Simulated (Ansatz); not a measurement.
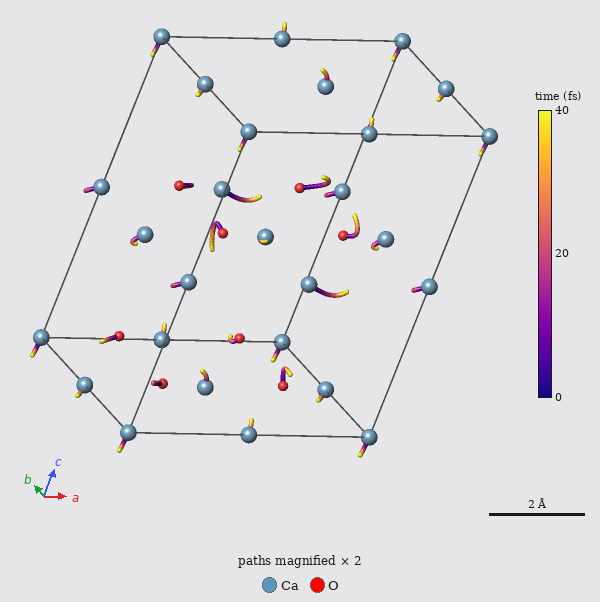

A Born-Oppenheimer molecular dynamics run of a 16-atom cell of CaO (built on the zincblende type), 40 fs long. Dots mark each atom's position at evenly spaced times, coloured by time; spheres stand at the starting positions. The excursions are magnified 2 times. Seen from a free direction in the reduced simulation cell.

Method: Ansatz 0.2.0, DFT, PBEsol, plane waves, PAW. Set-up: plane-wave cutoff 420 eV; k-point mesh 2 × 2 × 2; Fermi-Dirac smearing 0.112 eV; constant energy (NVE); velocities drawn for 1300 K; time step 1 fs.

Input file:
```yaml
crystal:
  lattice:
    - [0.0, 5.2134634832, 5.2134634832]
    - [5.2134634832, 0.0, 5.2134634832]
    - [5.2134634832, 5.2134634832, 0.0]
  atoms:
    - { symbol: Ca, position: [0.0, 0.0, 0.0] }
    - { symbol: O, position: [0.125, 0.125, 0.125] }
    - { symbol: Ca, position: [0.0, 0.0, 0.5] }
    - { symbol: O, position: [0.125, 0.125, 0.625] }
    - { symbol: Ca, position: [0.0, 0.5, 0.0] }
    - { symbol: O, position: [0.125, 0.625, 0.125] }
    - { symbol: Ca, position: [0.0, 0.5, 0.5] }
    - { symbol: O, position: [0.125, 0.625, 0.625] }
    - { symbol: Ca, position: [0.5, 0.0, 0.0] }
    - { symbol: O, position: [0.625, 0.125, 0.125] }
    - { symbol: Ca, position: [0.5, 0.0, 0.5] }
    - { symbol: O, position: [0.625, 0.125, 0.625] }
    - { symbol: Ca, position: [0.5, 0.5, 0.0] }
    - { symbol: O, position: [0.625, 0.625, 0.125] }
    - { symbol: Ca, position: [0.5, 0.5, 0.5] }
    - { symbol: O, position: [0.625, 0.625, 0.625] }
kpoints:
  mp_grid: { grid: [2, 2, 2] }
hamiltonian:
  xc: pbesol
scf:
  occupations: { method: fermi_dirac, width: 0.112 }
md:
  ensemble: nve
  temperature: 1300
  timestep: 1.0
  n_steps: 40
  initial_velocities: maxwell_boltzmann
  seed: 5646
```

Run as
```bash
ansatz run input.yaml --threads 4 --pin off --max-ram 3686MiB --backend cpu --events-out ev --progress --plain --runs-dir out
```

Describe the motion.

Answer. In the second half of the run the atoms are, in the root-mean-square, this far from where they began (common drift taken out): O 0.22 Å, Ca 0.19 Å. The run lasts only 40 fs, too short to tell vibration from diffusion. Over the second half the temperature averages 478 K (spread ±108 K). The first frame carries almost no forces, so kinetic energy first flows into potential energy: the temperature drops from 1300 to 357 K within 24 fs, and without a thermostat its mean stays below the start. The potential energy is still drifting at the end, so the run hasn't reached equilibrium. The potential energy in the second half lies on average 99.7 meV per atom above the first frame.
